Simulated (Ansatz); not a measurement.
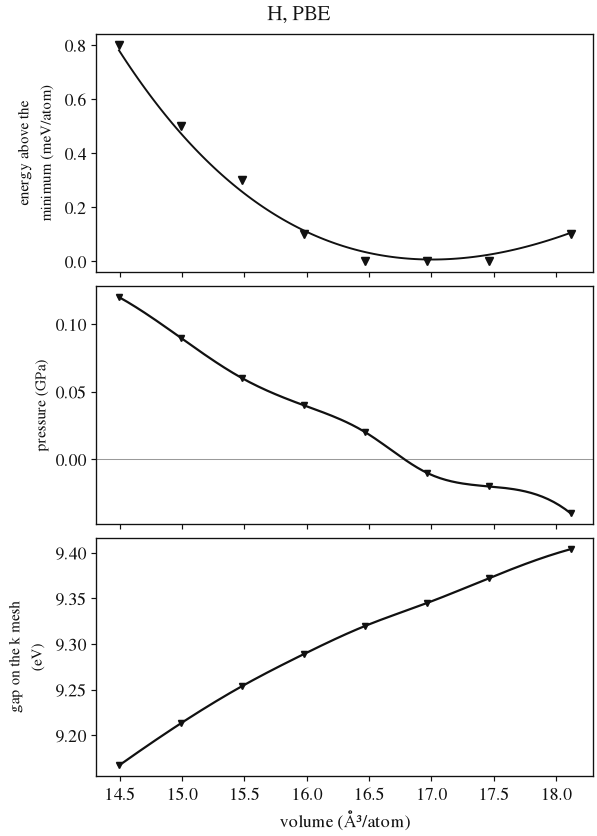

Plotted: energy above the minimum, pressure and gap on the k mesh against volume for H, space group P6_3/mmc (No. 194).

Structure:
```
H
1.0
     3.87114    0.00000    0.00000
    -1.93557    3.35251    0.00000
     0.00000    0.00000    5.07659
H
4
Direct
  0.33333 0.66667 0.17606
  0.66667 0.33333 0.67606
  0.66667 0.33333 0.82394
  0.33333 0.66667 0.32394
```

Computed with Ansatz 0.2.0: third-order Birch-Murnaghan fit to density functional energies at scaled volumes of the given relaxed cell, shape and atoms relaxed at each volume; energies count from the fitted minimum; plane waves with PAW datasets, Γ-centred k mesh. Level: PBE, no spin polarisation.

wave cutoff 420 eV; k mesh 9×9×6; occupations Gaussian; smearing width 0.02 eV.

The printed pressures vanish at a volume slightly off the minimum of the energy fit, as a finite basis (Pulay stress) and smearing make them.

Give the fitted equation-of-state parameters.

A third-order Birch–Murnaghan fit gives V0 = 17.00 Å³/atom, B0 = 0.492 GPa and B′ = 4.8.

Read off the course of the pressure.

It falls from 0.12 GPa at volume 14.495 Å³/atom to −0.04 GPa at 18.118 Å³/atom, and changes sign near 16.80 Å³/atom.

What happens to the gap?

It stays open and runs from 9.167 eV at volume 14.495 Å³/atom to 9.404 eV at 18.118 Å³/atom.

Caveats: lies under the reference phase in this functional; odd k mesh can miss points on the zone edge; weakly bound, no dispersion correction; xc potential rough in thin density.
